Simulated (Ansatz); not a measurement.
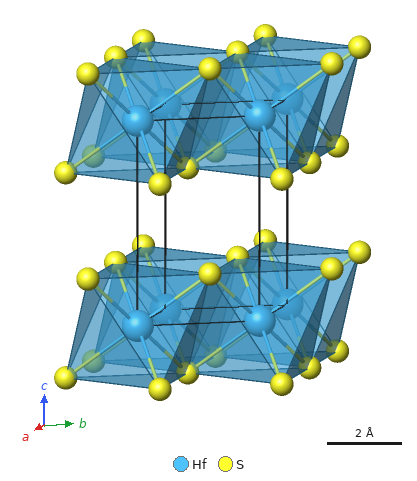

A polyhedral rendering, viewed slightly off an axis. One conventional unit cell is outlined, and atoms on its boundary appear in each equivalent place. A few atoms beyond the faces are included.

HfS₂, cadmium iodide (CdI₂, 1T) type, space group P-3m1 (No. 164), a = 3.485 Å, b = 3.485 Å, c = 5.643 Å, α = 90.00°, β = 90.00°, γ = 120.00°. The structure was taken from a structure type filled with these elements by a generator (whether the compound takes this form wasn't checked). The cell was then strained or its atoms displaced on purpose. It was run through Ansatz as a DFT input.

This one geometry was computed with Ansatz (DFT, plane waves, PAW) at three levels of theory: PBE, r2SCAN and HSE06.

**How does the band gap change with the level of theory?**

PBE: a gap of 0.45 eV, indirect; r2SCAN: a gap of 0.75 eV, indirect; HSE06: a gap of 1.19 eV, indirect.

**Collect the results in a table.**

| level | cutoff (eV) | k-mesh of the run's cell | gap (eV) | pressure (GPa) |
| --- | --- | --- | --- | --- |
| PBE | 420 | 12×12×4 | 0.45 | 9.6 |
| r2SCAN | 500 | 12×12×4 | 0.75 | 8.8 |
| HSE06 | 420 | 6×6×4 | 1.19 | 9.0 |

Gaps are taken on the k-mesh or band path of each run.
